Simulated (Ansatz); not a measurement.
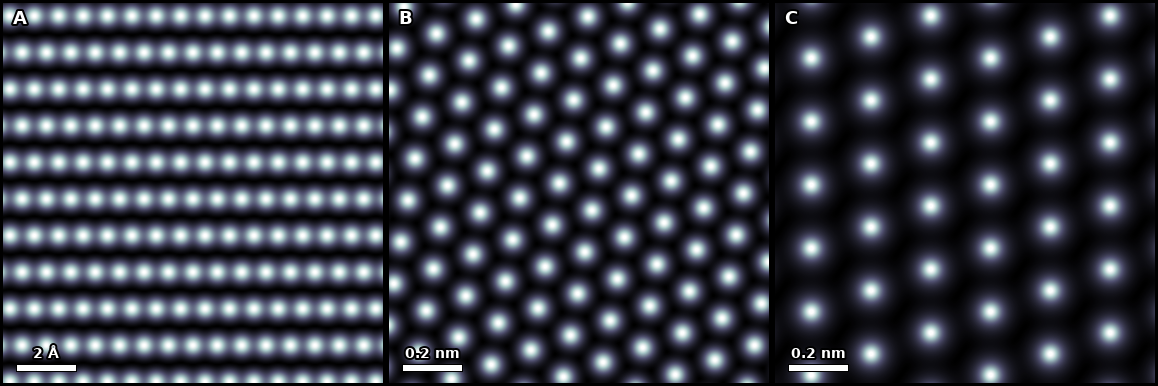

Three views of Co (Fm-3m, No. 225) along different zone axes. Computed as the sum of neutral-atom potentials (tabulated electron scattering factors, B = 0.8 Å²) projected along the beam and smoothed by 0.25 Å; brighter is more positive. The display is stretched by a gamma of 0.7; percentages refer to the linear signal. Model: the geometry given to an electronic-structure calculation, possibly off equilibrium; the starting structure was generated, so it need not be a known form of this composition.

```
Co
1.0
     3.54169    0.00000    0.00000
     0.00000    3.54169    0.00000
     0.00000    0.00000    3.54169
Co
4
Direct
  0.00000 0.00000 0.00000
  0.00000 0.50000 0.50000
  0.50000 0.00000 0.50000
  0.50000 0.50000 0.00000
```

**Match the panels to the zone axes [110], [111] and [221].**

A is [221]: projected cell 0.83 × 1.32 Å, 108°, plane group c2mm. B is [111]: projected cell 1.45 × 1.45 Å, 120°, plane group p6mm. C is [110]: projected cell 2.17 × 2.17 Å, 109°, plane group c2mm.
